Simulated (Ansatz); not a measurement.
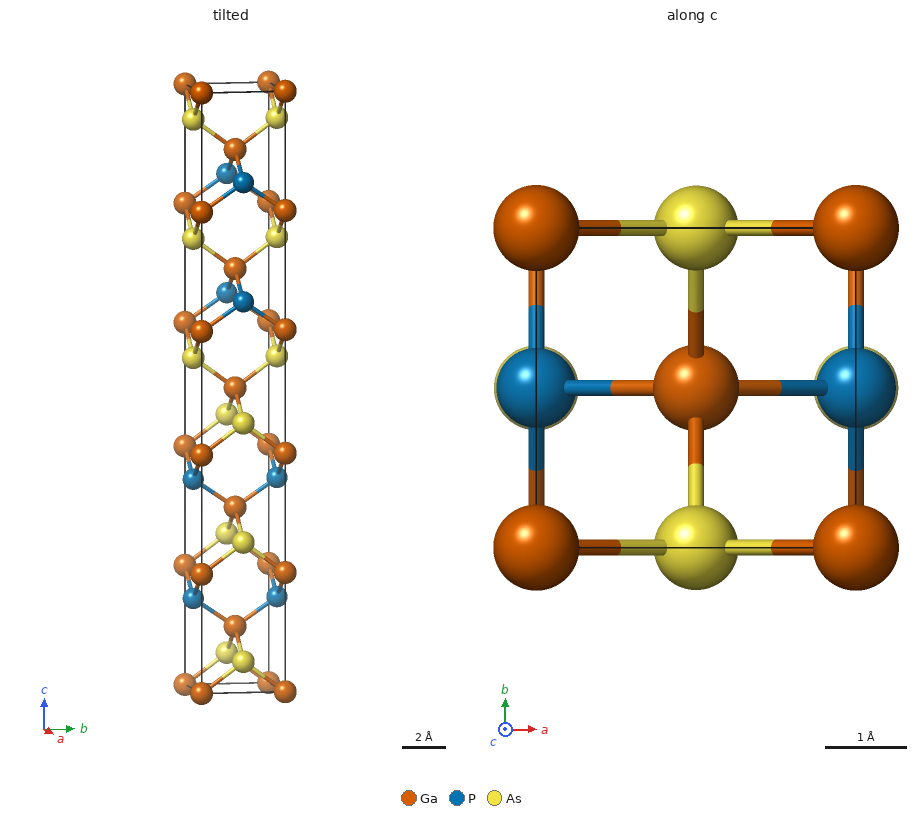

Ball-and-stick representation of a periodic structure, projected slightly off an axis and along the c axis. Atoms at the boundary of the conventional unit cell (the box) are drawn once for each face, edge or corner they touch.

Ga$_{5}$As$_{3}$P$_{2}$, space group I-4m2 (No. 119), a = 3.99 Å, b = 3.99 Å, c = 28.27 Å, α = 90.00°, β = 90.00°, γ = 90.00°.

Calculation details: Ansatz 0.2.0, DFT PBE, scalar-relativistic, plane waves, PAW; a cutoff energy of 420 eV, k-points about 0.22 Å⁻¹ apart, Gaussian smearing of 0.02 eV, no spin polarisation.

Question: Predict the gap.

Answer: A semiconductor at this level, with a gap of 0.67 eV on the k-mesh (the true edges may lie between mesh points, so the gap can be somewhat smaller).

The model was built from a structure type filled with these elements by a generator (whether the compound takes this form wasn't checked). Atoms and cell were optimised with DFT PBE, scalar-relativistic, plane waves, PAW in Ansatz 0.2.0.
